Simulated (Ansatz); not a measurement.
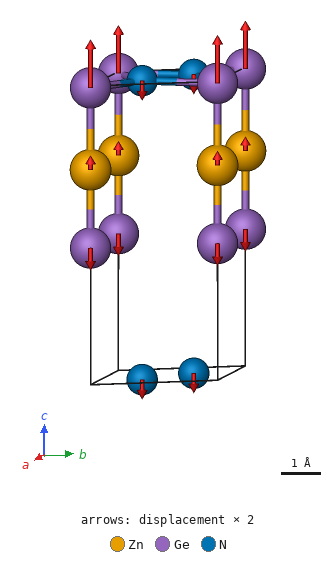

A relaxation of a crystal of ZnGe2N2 (a generated structure, set up in P6mm) (coarse preliminary run). The starting structure is drawn; red arrows show the displacements (the part carried along by the change of the cell is left out), magnified 2 times.

The picture is a ball-and-stick view of the cell of the calculation, seen slightly off an axis.

These are results of DFT PBE, scalar-relativistic, plane waves, PAW in Ansatz 0.2.0, not measurements. (plane-wave cutoff 420 eV; k-point mesh 6 × 6 × 2; occupations gaussian; smearing width 0.1 eV; no spin polarisation; cell and atoms relaxed; force threshold 0.04 eV/Å; at most 70 steps)

Which element moves most?

Answer. Germanium: up to 0.63 Å, against 0.26 Å for nitrogen.

What happened in the run?

Answer. Over 10 accepted moves (11 points after the start) the energy falls by 560 meV per atom. Largest force component: 6.2 eV/Å at the start, 0.03 eV/Å at the end. Pressure: 26.81 GPa at the start and 0.15 GPa at the end. At 1 point the geometry stayed and the basis and grid were re-selected for the new cell (energy shift of 1.3 meV per atom at most each time). The atom that moves furthest relative to the cell is a Ge atom (0.63 Å along +c). Largest moves by element: Ge 0.63 Å, N 0.26 Å, Zn 0.19 Å. The drawn cell changes as follows: a = b 3.438 → 3.564 Å (+3.7 %), c 7.745 → 7.485 Å (−3.4 %); the volume changes by +3.9 %. Near-neighbour distances that change, for instance: Ge–Ge 3.594 → 2.550 Å, Ge–Zn 2.027 → 2.442 Å, Ge–Zn 2.124 → 2.493 Å, Ge–N 1.985 → 2.234 Å. Bond angles that change, for instance: Ge–N–Ge 120.0° → 105.8°. The space group stays P6mm (No. 183).

Limits of the set-up: the k-point mesh is coarse for a cell with partly filled bands.
